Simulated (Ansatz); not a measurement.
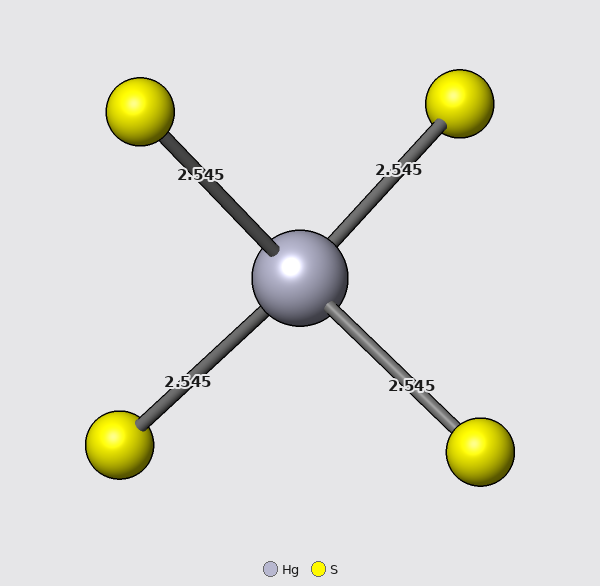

The surroundings of site Hg1 (at 0.000, 0.000, 0.000) in HgS (F-43m), with bond lengths in Å.

Origin of the cell: the geometry relaxed with DFT PBEsol, scalar-relativistic, plane waves, PAW (Ansatz).

```
Hg S
1.0
     5.87634    0.00000    0.00000
     0.00000    5.87634    0.00000
     0.00000    0.00000    5.87634
Hg S
4 4
Direct
  0.00000 0.00000 0.00000
  0.00000 0.50000 0.50000
  0.50000 0.00000 0.50000
  0.50000 0.50000 0.00000
  0.25000 0.25000 0.25000
  0.25000 0.75000 0.75000
  0.75000 0.25000 0.75000
  0.75000 0.75000 0.25000
```

Bond valence s = exp((R0 − d)/b), R0 fitted to published crystal structures with b = 0.37 Å; R0 in Å: Hg2+–S 2.292.

Calculate the bond-valence sum of Hg1 from the bonds drawn.

4 × 0.505 = 2.02 v.u., against a formal valence of 2: a close match.

And over the whole structure?

```
site              x, y, z  formal valence  bond-valence sum  difference
 Hg1  0.000, 0.000, 0.000              +2              2.03        0.03
  S1  0.250, 0.250, 0.250              −2              2.03        0.03
```

These sums include all anions within 5 Å. The global instability index (root mean square of the differences over all atoms) is 0.03 v.u.: little strain.
